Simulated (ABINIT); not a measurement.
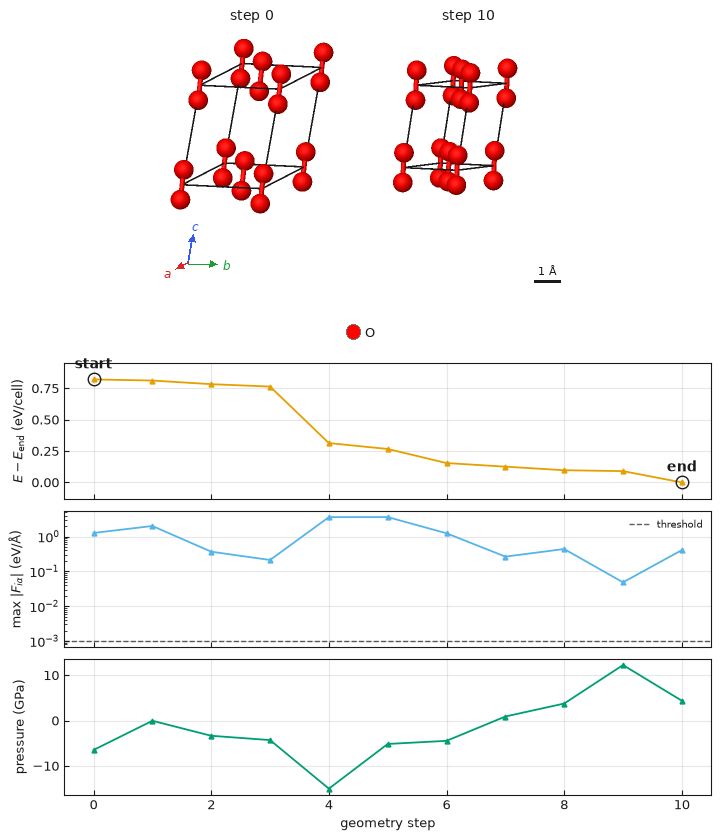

First and last geometry of a relaxation of crystalline O (set up in C2/m), with the history of the run. A ball-and-stick model of the conventional cell (2 times the calculation's cell), seen slightly off an axis. Lengths and directions refer to the drawn axes.

The run lets cell and atoms move.

Theory: ABINIT, Kohn-Sham DFT of a periodic cell, LDA, PseudoDojo NC SR LDA v0.4.1 standard.

Input file:
```
# Pseudopotentials
pp_dirpath "./"
pseudos "O.upf"

# Structure
acell 3*1.0 Angstrom
rprim
     2.8514028533    -1.6624159400     0.0000000000
     2.8514028533     1.6624159400     0.0000000000
    -2.3944914034     0.0000000000     3.6470501824
ntypat 1
znucl 8
natom 2
typat 1 1
chkprim 0
chksymtnons 0
tolsym 1.0e-6
xred
   0.9745461700   0.9745461700   0.8444259800
   0.0254538300   0.0254538300   0.1555740200

# Plane-wave basis
ecut 1142.878222 eV
ecutsm 0.5

# k points
kptopt 1
ngkpt 8 8 5
nshiftk 1
shiftk 0.0 0.0 0.0

# Exchange and correlation
ixc 7

# Bands and occupations
nband 10
occopt 3
tsmear 0.00183747

# SCF cycle
nstep 80
tolvrs 1.0e-12

# Output
iomode 3
prteig 0
prtebands 0
prtwf 0
prtden 0

# Relaxation
ionmov 2
optcell 2
ntime 50
tolmxf 2.0e-5
dilatmx 1.08
```

Launched with:
```bash
abinit run.abi > log 2>&1
```

### Did the run converge, and what did it change?

The run was cut off at its time limit before the relaxation converged, so the last structure is only a point on the way. The energy falls by 0.821 eV per cell of the calculation in 10 geometry steps. Largest force component: 1.3 eV/Å at the start, 0.41 eV/Å at the end. Pressure: −6.47 GPa at the start and 4.39 GPa at the end. The largest moves relative to the cell, 0.11 Å, are those of O atoms. The volume changes by −47.3 %, with a 5.703 → 5.032 Å (−11.8 %), b 3.325 → 2.239 Å (−32.7 %), c 4.363 → 3.511 Å (−19.5 %), β 123.3° → 112.8°. Among the contacts that change: O–O 1.222 → 1.188 Å. The space group stays C2/m (No. 12).
